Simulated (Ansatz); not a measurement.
Band-structure calculation of HfO2 (part 1 of 2)

HfO2 (P2₁/c, 12 atoms in the cell), computed with DFT PBE, spin-orbit coupling, plane waves, PAW (Ansatz 0.2.0).

The structure derives from an entry of the Crystallography Open Database. Figures and captions count atoms from 1; the log counts them from 0 in places.

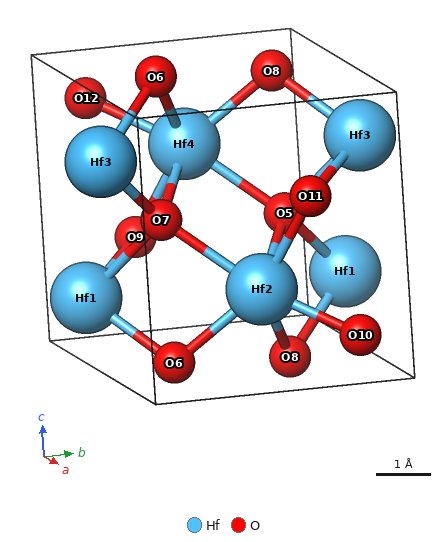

*The structure as given in the input (ball-and-stick view of the cell of the calculation, seen slightly off an axis; atoms are numbered from 1 in the order of the input).*

Near neighbours in the crystal (not all of them lie inside the picture): Hf has 7 O at 2.05 to 2.27 Å; O has 4 Hf at 2.16 to 2.27 Å; O has 3 Hf at 2.05 to 2.15 Å.

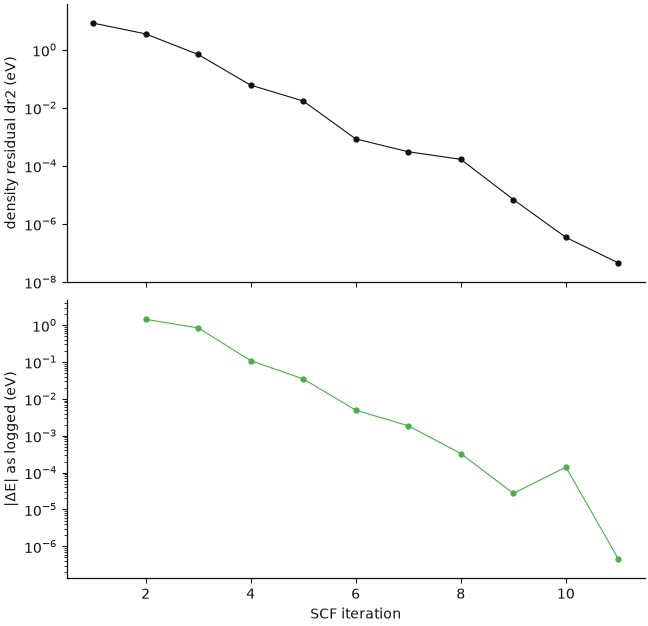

*Convergence of the self-consistent field: density residual dr2 and size of the energy change against the SCF iteration.*

The residual falls at every step.

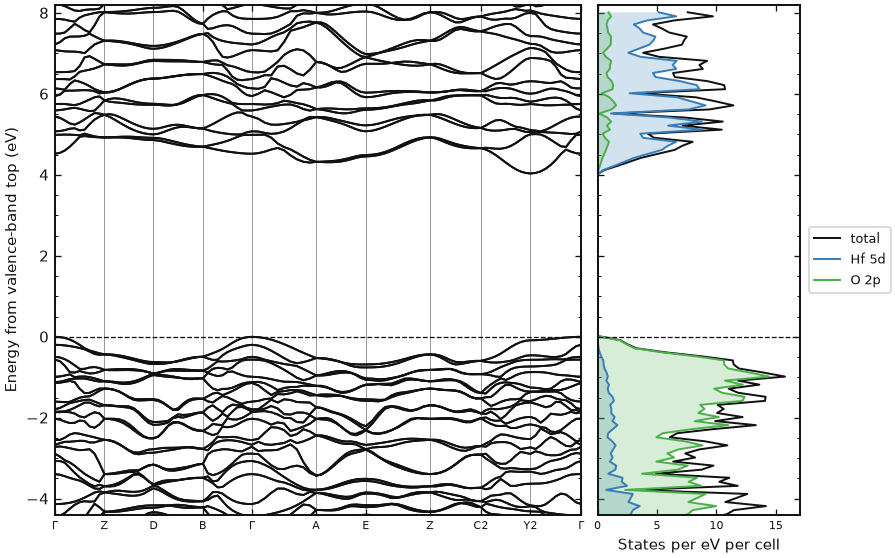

*Band structure along Γ–Z–D–B–Γ–A–E–Z–C2–Y2–Γ and density of states (projected on Löwdin-orthogonalised atomic shells), with energies from the valence-band top.*

There is a gap of 4.04 eV on this path, indirect, from Γ to Y2.

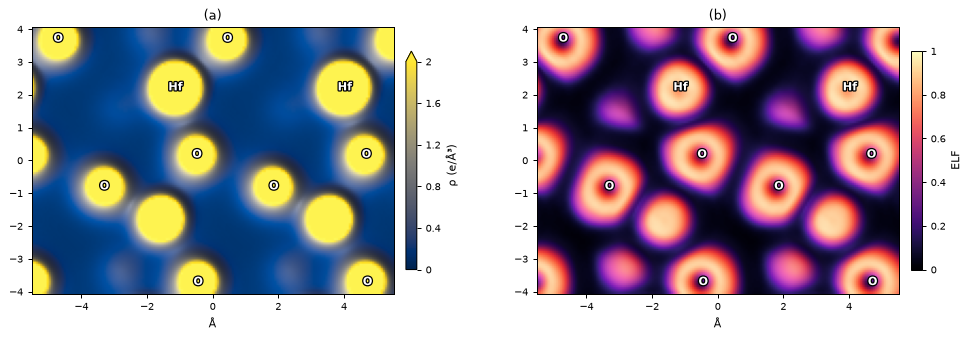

*(a) valence charge density (pseudo); (b) ELF on the (011) plane of the conventional cell.*

The plane passes through Hf and O nuclei. Hf–O (2.16 Å): the density is about 0.63 e/Å³ at the midpoint; the ELF peaks at about 0.85 in the valence shell of O, 0.6 Å from its nucleus, and drops to about 0.15 between the two atoms. Away from the nuclei the density in this plane falls to 0.02 e/Å³ at its lowest. The strong features right at Hf lie inside the PAW spheres (semicore, d or f shells) and say nothing about bonding. The fields are those of the smooth PAW valence density.

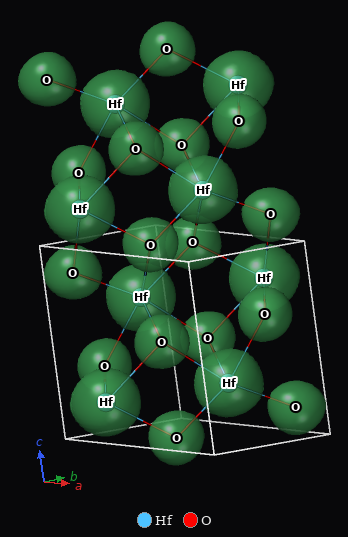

*Isosurface of the valence charge density (pseudo) at 1 e/Å³ (green), seen at an oblique angle. Sticks mark near contacts. The outline is the cell set on symmetry axes.*

At this value the density breaks into separate islands; it holds about 80 % of the electrons treated as valence (semicore included). It is pinched off along the Hf–O (2.05 Å), Hf–O (2.15 Å) and Hf–O (2.27 Å) contacts. On the grid the lowest density along these lines, outside the cores, is 0.78 e/Å³ (Hf–O, 2.05 Å), 0.62 e/Å³ (Hf–O, 2.15 Å) and 0.46 e/Å³ (Hf–O, 2.27 Å).

These pictures come from the run below.

Input
```yaml
crystal:
  lattice:
    - [5.1608408625, 0.0, -0.0153390586]
    - [0.0, 5.2121898913, 0.0]
    - [-0.8814769871, 0.0, 5.278723738]
  atoms:
    - { symbol: Hf, position: [0.2757243771, 0.0428613274, 0.2084023826] }
    - { symbol: Hf, position: [0.7242756229, 0.5428613274, 0.2915976174] }
    - { symbol: Hf, position: [0.7242756229, 0.9571386726, 0.7915976174] }
    - { symbol: Hf, position: [0.2757243771, 0.4571386726, 0.7084023826] }
    - { symbol: O, position: [0.4491331776, 0.7572235638, 0.4767005036] }
    - { symbol: O, position: [0.5508668224, 0.2572235638, 0.0232994964] }
    - { symbol: O, position: [0.5508668224, 0.2427764362, 0.5232994964] }
    - { symbol: O, position: [0.4491331776, 0.7427764362, 0.9767005036] }
    - { symbol: O, position: [0.0672019312, 0.3287421748, 0.3483696698] }
    - { symbol: O, position: [0.9327980688, 0.8287421748, 0.1516303302] }
    - { symbol: O, position: [0.9327980688, 0.6712578252, 0.6516303302] }
    - { symbol: O, position: [0.0672019312, 0.1712578252, 0.8483696698] }
basis:
  ecutwfc: 420
kpoints:
  mp_grid: { grid: [6, 6, 6] }
  band_path:
    path:
      - [0.0, 0.0, 0.0]
      - [0.0, 0.5, 0.0]
      - [0.0, 0.5, 0.5]
      - [0.0, 0.0, 0.5]
      - [0.0, 0.0, 0.0]
      - [-0.5, 0.0, 0.5]
      - [-0.5, 0.5, 0.5]
      - [0.0, 0.5, 0.0]
      - [-0.5, 0.5, 0.0]
      - [-0.5, 0.0, 0.0]
      - [0.0, 0.0, 0.0]
    npoints: 10
hamiltonian:
  xc: pbe
scf:
  occupations: { method: gaussian, width: 0.02 }
output:
  forces: true
  stress: true
  eigenvalues: true
  populations: true
  dos: { projected: true, de: 0.02 }
  bader: false
  write_density: true
  write_potential: true
  elf: true
  volumetric_format: npy
magnetization:
  noncollinear: true
  spin_orbit: true
```

Launch command:
```bash
ansatz run input.yaml --threads 8 --pin off --max-ram 22528MiB --backend cpu --events-out ev --progress --plain --runs-dir out
```

What the program printed
```
Engine: ansatz 0.2.0, aarch64-unknown-linux-gnu
Pseudopotentials: kind: paw_fr
Pseudopotential: Hf, paw_fr, valence charge 26, recommended cutoff 420 eV (normal), Hf.paw.azcp#standard-fr
Pseudopotential: O, paw_fr, valence charge 6, recommended cutoff 420 eV (normal), O.paw.azcp#standard-fr
Functional definition: PBE
  parameter kappa = 0.804
  parameter beta = 0.06672455060314922
  exchange = pbe_x(kappa = kappa, mu = beta*pi^2/3)
  correlation = pbe_c(beta = beta)
non-collinear run that drives no moment, with spin-orbit: no starting moment large enough to seed its density (crystal.atoms[].spin), no starting occupations that ask for one, no magnetisation constraint and no magnetic field, so the semilocal B_xc is pinned to zero
Crystal: 12 atoms, lattice volume = 141.923 Å³
Basis set: ecut = 420 eV, 2773 PW (Γ), exchange–correlation on 72×72×72 points (8 copies of the dense FFT grid, shifted against one another)
Bands: 184, of which v1, the nominal top of the filled ones, is band 152 counted from 1 (151 counted from 0)
Symmetry: 4 space group operations + 4 with time reversal
Magnetic group: BNS 14.76 (UNI 83), of the structure as read, at distance tolerance 5.2e-5 Å
k-points: 80 of 216
Projection manifold: j_resolved (fully-relativistic pseudo-atomic orbitals)
Non-local potential: Hf, projectors of the file, l = 0: 3, l = 1: 4, l = 2: 4, l = 3: 6
Non-local potential: O, projectors of the file, l = 0: 2, l = 1: 4, l = 2: 2
PAW form: soft (Blöchl's): semilocal exchange-correlation on the pseudo side does not see the compensation charge
PAW one-centre angular grid: Hf, 590 points (default); XC on 64 Gauss nodes
PAW one-centre angular grid: O, 110 points (default); XC on 64 Gauss nodes
Initial density: superposition of atomic densities (chi_scale 0.1, normalization cell, long waves kept (reshape's long-wave potential 0.02 eV rms))
Initial wavefunctions: pseudopotential atomic-orbital guess
Functional: x = pbe(κ = 0.804, μ = 0.2195149727645171), c = pbe(β = 0.06672455060314922)
SCF iter   1: F=—  HF=-67523.548617 eV  |F-HF|=—  |Δ(HF+E_count)|=         —  Δρ=8.28e-2  dr2=8.32e0  dr2_m=0.00e0 (ungated)  ethr=3.10e-3  |M|=0.00e0 ∫|m|=0.00e0 μB  |m|>n=0.0e0 m-floor=0.0e0 τ_xc=0.0e0  β_m=0.30  ⟨swp⟩=6.0  Hψ=30436  notcnv=0  defer=142
preconditioner: auto → Resta (q_TF=auto, 2.760 Å⁻¹)  ε∞=4.9  [insulator: Δε(μ)=3.038 eV  Ē_g=18.875 eV  σ=0.020 eV  W_gap=1.00  n_scr=52 (ndim 8)  ℏωp=37.4 eV  f_vac=0.012  D(μ)=0.00/eV (n_scr^D=0)  ε∞_Penn≈4.9]
spin=Noncollinear: Resta preconditioning applied to the charge; magnetization (m_x, m_y, m_z) channels mix plain (no charge-response kernel on spin).
SCF iter   2: F=—  HF=-67522.109673 eV  |F-HF|=—  |Δ(HF+E_count)|=    1.44e0  Δρ=5.29e-2  dr2=3.54e0  dr2_m=0.00e0 (ungated)  ethr=3.10e-3  |M|=0.00e0 ∫|m|=0.00e0 μB  |m|>n=0.0e0 m-floor=0.0e0 τ_xc=0.0e0  β_m=0.50  ⟨swp⟩=3.0  Hψ=14288  notcnv=0  defer=2066
SCF iter   3: F=—  HF=-67521.264381 eV  |F-HF|=—  |Δ(HF+E_count)|=   8.45e-1  Δρ=2.20e-2  dr2=6.89e-1  dr2_m=0.00e0 (ungated)  ethr=2.33e-3  |M|=0.00e0 ∫|m|=0.00e0 μB  |m|>n=0.0e0 m-floor=0.0e0 τ_xc=0.0e0  β_m=0.55  ⟨swp⟩=2.0  Hψ=8426  notcnv=0  defer=2066
SCF iter   4: F=—  HF=-67521.154976 eV  |F-HF|=—  |Δ(HF+E_count)|=   1.09e-1  Δρ=7.21e-3  dr2=6.05e-2  dr2_m=0.00e0 (ungated)  ethr=4.53e-4  |M|=0.00e0 ∫|m|=0.00e0 μB  |m|>n=0.0e0 m-floor=0.0e0 τ_xc=0.0e0  β_m=0.77  ⟨swp⟩=2.9  Hψ=12787  notcnv=0  defer=2066
SCF iter   5: F=—  HF=-67521.189878 eV  |F-HF|=—  |Δ(HF+E_count)|=   3.49e-2  Δρ=3.42e-3  dr2=1.72e-2  dr2_m=0.00e0 (ungated)  ethr=3.98e-5  |M|=0.00e0 ∫|m|=0.00e0 μB  |m|>n=0.0e0 m-floor=0.0e0 τ_xc=0.0e0  β_m=0.67  ⟨swp⟩=2.1  Hψ=12118  notcnv=0  defer=2064
SCF iter   6: F=—  HF=-67521.184943 eV  |F-HF|=—  |Δ(HF+E_count)|=   4.94e-3  Δρ=8.33e-4  dr2=8.50e-4  dr2_m=0.00e0 (ungated)  ethr=1.13e-5  |M|=0.00e0 ∫|m|=0.00e0 μB  |m|>n=0.0e0 m-floor=0.0e0 τ_xc=0.0e0  β_m=0.84  ⟨swp⟩=2.0  Hψ=12677  notcnv=0  defer=2064
SCF iter   7: F=—  HF=-67521.186808 eV  |F-HF|=—  |Δ(HF+E_count)|=   1.87e-3  Δρ=4.45e-4  dr2=3.07e-4  dr2_m=0.00e0 (ungated)  ethr=5.59e-7  |M|=0.00e0 ∫|m|=0.00e0 μB  |m|>n=0.0e0 m-floor=0.0e0 τ_xc=0.0e0  β_m=0.92  ⟨swp⟩=2.0  Hψ=12695  notcnv=0  defer=2062
SCF iter   8: F=—  HF=-67521.187137 eV  |F-HF|=—  |Δ(HF+E_count)|=   3.29e-4  Δρ=3.85e-4  dr2=1.68e-4  dr2_m=0.00e0 (ungated)  ethr=2.02e-7  |M|=0.00e0 ∫|m|=0.00e0 μB  |m|>n=0.0e0 m-floor=0.0e0 τ_xc=0.0e0  β_m=0.73  ⟨swp⟩=2.0  Hψ=12410  notcnv=0  defer=2062
SCF iter   9: F=—  HF=-67521.187109 eV  |F-HF|=—  |Δ(HF+E_count)|=   2.74e-5  Δρ=7.07e-5  dr2=6.91e-6  dr2_m=0.00e0 (ungated)  ethr=1.10e-7  |M|=0.00e0 ∫|m|=0.00e0 μB  |m|>n=0.0e0 m-floor=0.0e0 τ_xc=0.0e0  β_m=0.86  ⟨swp⟩=2.0  Hψ=11120  notcnv=0  defer=2062
SCF iter  10: F=—  HF=-67521.187251 eV  |F-HF|=—  |Δ(HF+E_count)|=   1.41e-4  Δρ=1.53e-5  dr2=3.43e-7  dr2_m=0.00e0 (ungated)  ethr=4.55e-9  |M|=0.00e0 ∫|m|=0.00e0 μB  |m|>n=0.0e0 m-floor=0.0e0 τ_xc=0.0e0  β_m=0.93  ⟨swp⟩=2.0  Hψ=12888  notcnv=0  defer=2062
SCF iter  11: F=-67521.187251 eV  HF=-67521.187251 eV  |F-HF|=2.96e-8  |Δ(HF+E_count)|=   4.50e-7  Δρ=5.46e-6  dr2=4.52e-8  dr2_m=0.00e0 (ungated)  ethr=6.58e-11  |M|=0.00e0 ∫|m|=0.00e0 μB  |m|>n=0.0e0 m-floor=0.0e0 τ_xc=0.0e0  ⟨swp⟩=14.8  Hψ=57357  notcnv=0
SCF 1 converged in 11 iterations: F = -67521.187251 eV  dr2 = 4.52e-8
  greatest PAW one-centre occupation: 0.999 electrons in one spin orbital (limit 2), on the Hf atom at site 3 (counted from 0), in its partial waves of l = 0
NSCF: frozen V_eff on 101 k-points
SCF converged after 11 iterations
Magnetization: |M| = 0.0000 μB,  M = (+0.0000, +0.0000, +0.0000) μB
Absolute magnetization: 0.0000 μB (∫|m|)
  site 0: m = (+0.0000, +0.0000, +0.0000) μB, |m| = 0.0000 μB  (R = 0.85 Å)
  site 1: m = (+0.0000, +0.0000, +0.0000) μB, |m| = 0.0000 μB  (R = 0.85 Å)
  site 2: m = (+0.0000, +0.0000, +0.0000) μB, |m| = 0.0000 μB  (R = 0.85 Å)
  site 3: m = (+0.0000, +0.0000, +0.0000) μB, |m| = 0.0000 μB  (R = 0.85 Å)
  site 4: m = (+0.0000, +0.0000, +0.0000) μB, |m| = 0.0000 μB  (R = 0.89 Å)
  site 5: m = (+0.0000, +0.0000, +0.0000) μB, |m| = 0.0000 μB  (R = 0.89 Å)
  site 6: m = (+0.0000, +0.0000, +0.0000) μB, |m| = 0.0000 μB  (R = 0.89 Å)
  site 7: m = (+0.0000, +0.0000, +0.0000) μB, |m| = 0.0000 μB  (R = 0.89 Å)
  site 8: m = (+0.0000, +0.0000, +0.0000) μB, |m| = 0.0000 μB  (R = 0.85 Å)
  site 9: m = (+0.0000, +0.0000, +0.0000) μB, |m| = 0.0000 μB  (R = 0.85 Å)
  site 10: m = (+0.0000, +0.0000, +0.0000) μB, |m| = 0.0000 μB  (R = 0.85 Å)
  site 11: m = (+0.0000, +0.0000, +0.0000) μB, |m| = 0.0000 μB  (R = 0.85 Å)
Free energy (F): -67521.187251 eV
Harris-Foulkes:  -67521.187251 eV  (|F-HF|=2.96e-8)
Internal energy: -67521.187251 eV  (E = F + TS)
E sigma→0 (E₀):  -67521.187251 eV
Fermi energy:    15.711027 eV
--- Per-component energies (eV) ---
  E_band       = -66.167230
  E_kinetic    = 3084.416175
  E_local      = -24887.533230  (includes V_loc(G=0)·N_el)
  E_nonlocal   = -4594.356522
  E_hartree    = 11365.146771
  E_xc         = -1788.543152
  E_vxc        = -1817.117606  (∫ρ·V_xc dr)
  E_paw        = -29046.180088  (= ΣΔE_a)
  E_vpaw       = 5418.104790  (= ΣTr[D̂ρ^β])
  E_aug_tail   = 0.019858  (compensation charges beyond the density's cutoff)
  E_ewald      = -21654.157063
  E_smearing   = -0.000000  (= −TS)
  E_closure    = 0.000000  (closes the sum)
  Σ components = -67521.187251   (vs F -67521.187251, Δ=0.00e0)
--- Forces (eV/Å), atoms counted from 1 ---
  atom   1  Hf    -0.00729231     0.00406990    -0.00459714
  atom   2  Hf     0.00729231     0.00406990     0.00459714
  atom   3  Hf     0.00729231    -0.00406990     0.00459714
  atom   4  Hf    -0.00729231    -0.00406990    -0.00459714
  atom   5  O      0.00435355     0.00183956    -0.00663573
  atom   6  O     -0.00435355     0.00183956     0.00663573
  atom   7  O     -0.00435355    -0.00183956     0.00663573
  atom   8  O      0.00435355    -0.00183956    -0.00663573
  atom   9  O      0.00068906     0.00065508     0.00272537
  atom  10  O     -0.00068906     0.00065508    -0.00272537
  atom  11  O     -0.00068906    -0.00065508    -0.00272537
  atom  12  O      0.00068906    -0.00065508     0.00272537
  max |Σ_I F_I| component: 5.20e-18 eV/Å
--- Stress (GPa, compression-positive) ---
       -0.268606       0.000000      -0.029102
        0.000000      -0.279702       0.000000
       -0.029102       0.000000      -0.234005
  P = ⅓ Tr σ = -0.2608 GPa (-2.608 kbar)
--- Band table (eV; the first three rows and the last of 80) ---
```
